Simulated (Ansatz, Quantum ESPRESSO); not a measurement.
# black phosphorene, 1 layer: the energy at a withheld member of a series

Method. Quantum ESPRESSO 7.5, PBE, GBRV ultrasoft. Cell and atoms are first relaxed; each strained cell is then held, the other axis too, and the atoms relax in it. A periodic run with 15 Å of vacuum in the starting cell gives the vacuum levels, and bands follow along a path. The series steps strain along the second axis. Energies count from the lowest.

```tsv
strain along the second axis	energy (eV)
-4 %	0.0876
-3 %	0.0485
-2 %	0.0213
-1 %	0.0054
0 %	0.0000
1 %	0.0043
2 %	0.0177
4 %	0.0692
```

One more run was made and is withheld. What is the energy at 3 %?

By hand: The rows at 2 % and 4 % give a slope of (0.0692 − (0.0177))/(4 − (2)) = 0.02575, so a straight line gives 0.0435 eV. A parabola through these and the row at 1 % gives 0.0393 eV.

What the calculation gave: 0.0396 eV. The line misses by +0.0038 and the parabola by −0.0003 eV. The parabola does better.

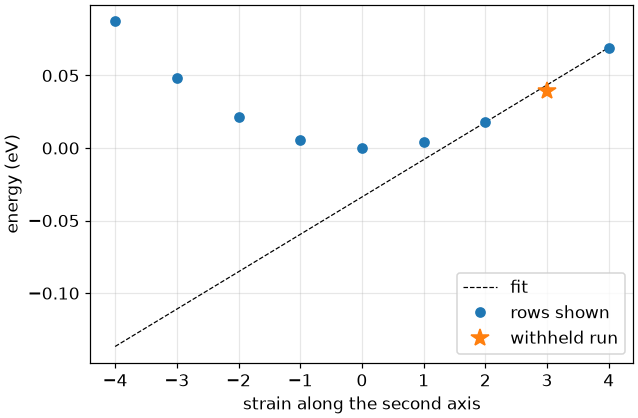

The rows shown, the fit and the withheld run.

**Limits.** Semilocal gaps are too small; the 1×1 cell can't ripple over many cells under compression as a free sheet would. No spin-orbit coupling.

[Logs are printed without paths, hosts, clocks, repeated set-up lines and the standing remarks that a program may print on its own settings, such as how far it seeks lower states.]
